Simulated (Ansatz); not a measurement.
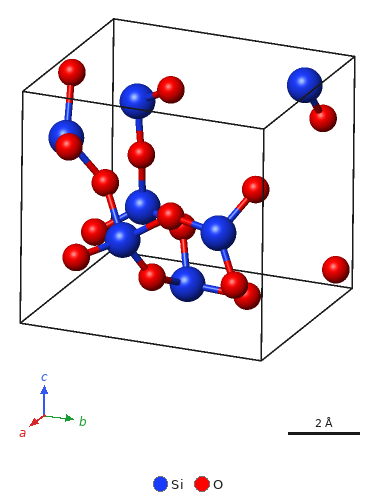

Starting frame of a dynamics run of an amorphous cell of composition SiO$_{2}$ (21 atoms in the cell). It starts from the last geometry of an earlier run, with fresh velocities. The picture is a ball-and-stick view of the simulation cell, seen slightly off an axis. Bonds to atoms that aren't drawn are left out.

Theory: DFT PBE, scalar-relativistic, plane waves, PAW (Ansatz).

Input
```yaml
crystal:
  lattice:
    - [6.642891, -0.307238, -0.095395]
    - [-0.307238, 7.197971, -0.165823]
    - [-0.095395, -0.165823, 6.936323]
  atoms:
    - { symbol: Si, position: [0.6526913143, 0.2906324694, 0.2975561007] }
    - { symbol: Si, position: [0.305743485, 0.4319841295, 0.0215580779] }
    - { symbol: Si, position: [0.7467828989, 0.7224361806, 0.4265795308] }
    - { symbol: Si, position: [0.0932284357, 0.1368310647, 0.6954729073] }
    - { symbol: Si, position: [0.6057763564, 0.0354601312, 0.6823599474] }
    - { symbol: Si, position: [0.0787801549, 0.1583921435, 0.2389378821] }
    - { symbol: Si, position: [0.264887591, 0.8932414737, 0.9418748251] }
    - { symbol: O, position: [0.110208804, 0.9128131241, 0.7533577731] }
    - { symbol: O, position: [0.2122542843, 0.3191684401, 0.8120372327] }
    - { symbol: O, position: [0.8151734352, 0.8164705826, 0.2395608886] }
    - { symbol: O, position: [0.3236659359, 0.6861397211, 0.0166051897] }
    - { symbol: O, position: [0.1830308988, 0.9995664981, 0.1374463331] }
    - { symbol: O, position: [0.5451192578, 0.1761555942, 0.4916572315] }
    - { symbol: O, position: [0.8375072332, 0.1329660387, 0.7314840837] }
    - { symbol: O, position: [0.1103741831, 0.1618725126, 0.4743563354] }
    - { symbol: O, position: [0.5460827204, 0.3744390035, 0.1172311036] }
    - { symbol: O, position: [0.1836612084, 0.3621548341, 0.2185543127] }
    - { symbol: O, position: [0.6131896115, 0.8248221486, 0.5896966446] }
    - { symbol: O, position: [0.837041809, 0.1681717838, 0.2599244729] }
    - { symbol: O, position: [0.4825926999, 0.0095537505, 0.9209302714] }
    - { symbol: O, position: [0.6853110518, 0.5008776939, 0.4445964436] }
  symmetry: { detect: false }
basis:
  ecutwfc: 420
  xc_grid: 1
kpoints:
  mp_grid: { grid: [1, 1, 1], shift: [0.25, 0.25, 0.25] }
hamiltonian:
  xc: pbe
scf:
  occupations: { method: fermi_dirac, width: 0.05 }
  lower_state_search: "off"
  convergence: { dr2_threshold: 1.0e-05 }
output:
  forces: true
  stress: true
md:
  timestep: 2.0
  n_steps: 250
  ensemble: nvt_langevin
  friction: 0.03
  temperature: 300.0
  initial_velocities: maxwell_boltzmann
  seed: 5018
```

Launched with:
```bash
ansatz run input.yaml --threads 2 --pin off --max-ram 5120MiB --backend cpu --events-out ev --progress --plain --runs-dir out
```

What does the trajectory do?

The mean temperature in the second half is 279 K (standard deviation 53 K). The potential energy is still drifting at the end, so the run hasn't reached equilibrium. The potential energy in the second half lies on average 173 meV per atom below the first frame. The first frame is far from relaxed (forces up to 4.9 eV/Å), so much of the motion is the structure settling. The mean pressure there is −5.1 GPa. In the second half of the run the atoms are, in the root-mean-square, this far from where they began (common drift taken out): O 0.33 Å, Si 0.21 Å. Against the typical shortest distance between atoms in the first frame, about 1.6 Å these are wide excursions, but the first-neighbour bonds of the start all hold: the network flexes, or its layers or units shift against each other, without breaking.

Along the run (each row but the first and the last is the mean over the interval that it begins):

| time (fs) | potential energy (meV/atom) | T (K) | p (GPa) |
| --- | --- | --- | --- |
| 0.0 | 0.0 | 286 | -4.9 |
| 62.0 | -158.1 | 436 | -4.9 |
| 124.0 | -171.2 | 306 | -6.0 |
| 186.0 | -178.6 | 264 | -5.5 |
| 248.0 | -177.6 | 252 | -5.1 |
| 310.0 | -177.9 | 233 | -4.7 |
| 372.0 | -170.0 | 298 | -5.0 |
| 434.0 | -168.7 | 326 | -5.6 |
| 496.0 | -171.6 | 328 | -6.6 |

The paths of the atoms:

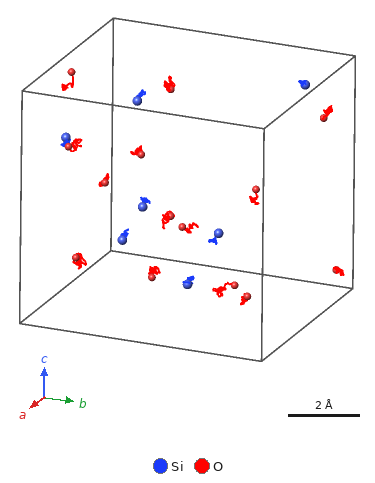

Limits of the set-up: the periodic images lie only 6.7 Å apart, so the values are limited by the cell's size.

The run took 3.8 min on 2 threads of Arm Neoverse V2, on a shared host, peak memory 0.43 GiB.
